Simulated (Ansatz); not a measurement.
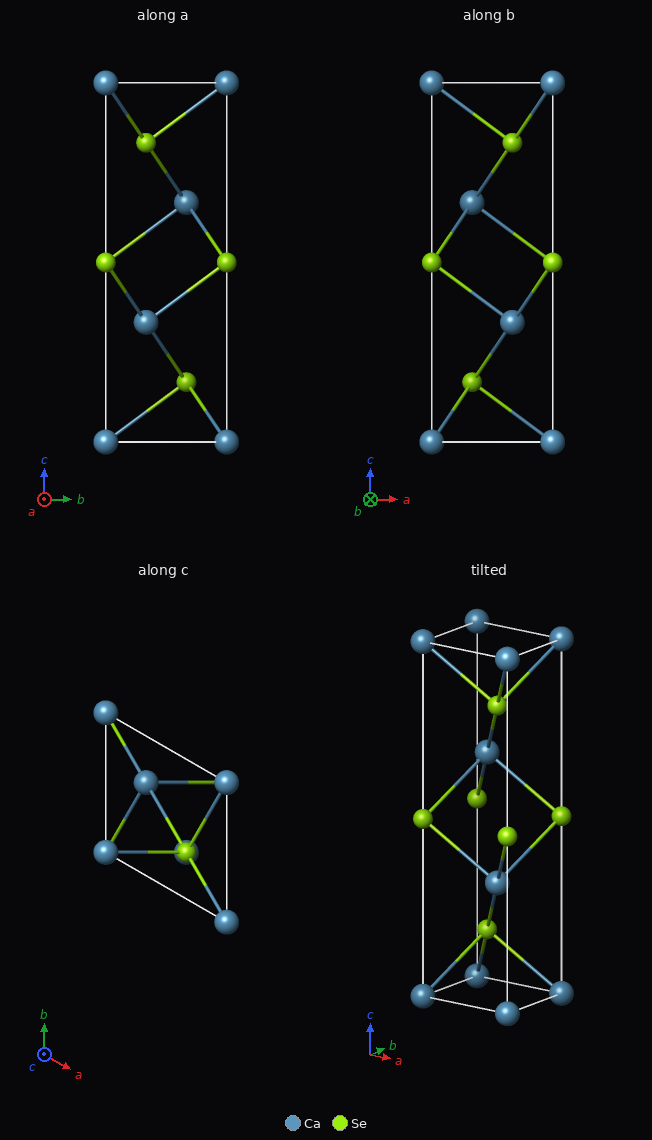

The crystal in a ball-and-stick representation, seen along the a axis, along the b axis, along the c axis and slightly off an axis. The wireframe shows the conventional unit cell.

Lattice parameters: a = 4.1967 Å, b = 4.1967 Å, c = 10.7938 Å, α = 90.000°, β = 90.000°, γ = 120.000°.

**Convert the drawing into a CIF with its space group and independent sites.**

```cif
data_structure
_symmetry_space_group_name_H-M 'R -3 m :H'
_symmetry_Int_Tables_number 166
_cell_length_a 4.1967
_cell_length_b 4.1967
_cell_length_c 10.7938
_cell_angle_alpha 90.000
_cell_angle_beta 90.000
_cell_angle_gamma 120.000
_cell_volume 164.64
loop_
_atom_site_label
_atom_site_type_symbol
_atom_site_symmetry_multiplicity
_atom_site_Wyckoff_symbol
_atom_site_fract_x
_atom_site_fract_y
_atom_site_fract_z
_atom_site_occupancy
Ca1 Ca 3 a 0.0000 0.0000 0.0000 1
Se1 Se 3 b 0.3333 0.6667 0.1667 1
```

The model was built from a structure type filled with these elements by a generator (whether the compound takes this form wasn't checked). The cell was then strained or its atoms displaced on purpose. Ansatz was used for an electronic-structure calculation on it.
